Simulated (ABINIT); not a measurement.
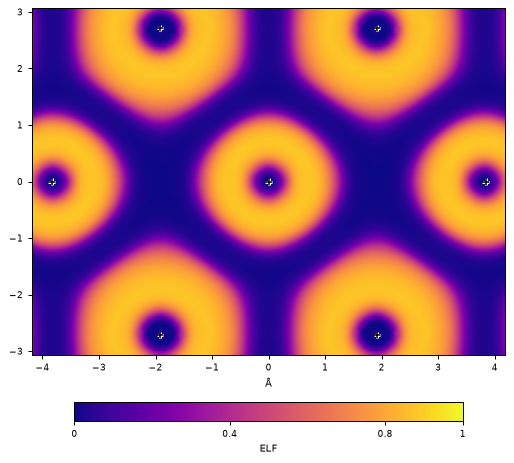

The electron localisation function on a plane through atoms (crosses mark nuclei in the plane).

These are results of Kohn-Sham DFT of a periodic cell, PBE0, SPMS NC PBE v1.0 in ABINIT 10.8.3, not measurements.

Candidates:
A. KCl, a = 3.84 Å, b = 3.84 Å, c = 3.84 Å, α = 90.00°, β = 90.00°, γ = 90.00°. Space group Pm-3m; a structure from a database of computed crystals, not necessarily the ambient phase.
B. GaN, a = 4.51 Å, b = 4.51 Å, c = 4.51 Å, α = 90.00°, β = 90.00°, γ = 90.00°. Space group F-43m; a structure from a database of computed crystals, not necessarily the ambient phase.

Which system is this?

Candidate A: KCl on the (101) plane of the conventional cell, which holds K and Cl. K–Cl (3.32 Å): the ELF is about 0.05 at the midpoint (a closed-shell, largely ionic contact).
